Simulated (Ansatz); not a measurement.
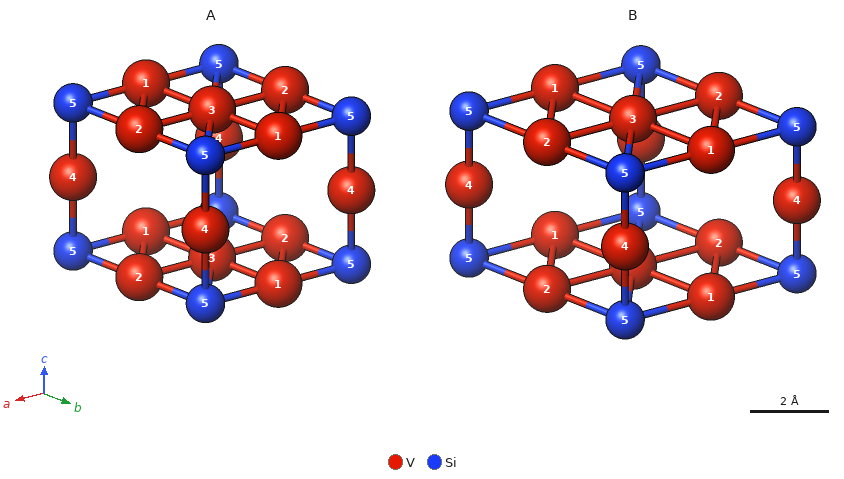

Two geometries of a crystal of V4Si (a generated structure, set up in P6/mmm) (coarse preliminary run), drawn at one scale. One is the start of a relaxation, the other its converged end. The picture is a ball-and-stick view of the cell of the calculation, seen from a free direction.

Theory: DFT PBE, scalar-relativistic, plane waves, PAW (Ansatz). Set-up: plane-wave cutoff 420 eV; k-point mesh 6 × 6 × 4; occupations gaussian; smearing width 0.1 eV; collinear spin; cell and atoms relaxed; force threshold 0.04 eV/Å; at most 70 steps.

Question: Which geometry has the lower energy?

Answer: Structure B is the relaxed one. The atoms keep their places relative to the cell (all moves are under 0.005 Å). The volume changes by +37.7 %, with a = b 4.147 → 4.886 Å (+17.8 %), c 4.638 → 4.600 Å (−0.8 %). Near-neighbour distances that change, for instance: V1–Si5 2.073 → 2.443 Å, V1–V2 2.073 → 2.443 Å, V4–Si5 2.319 → 2.300 Å. The space group stays P6/mmm (No. 191). After 7 accepted moves (9 points after the start) the energy has fallen by 7.123 eV per cell of the calculation. All forces vanish by symmetry, so only the cell relaxes. The pressure goes from 77.10 to 0.03 GPa. The SCF was repeated twice at an unchanged geometry on a basis and grid sized afresh for the cell, which shifted the energy by 0.180 eV per cell of the calculation at most.
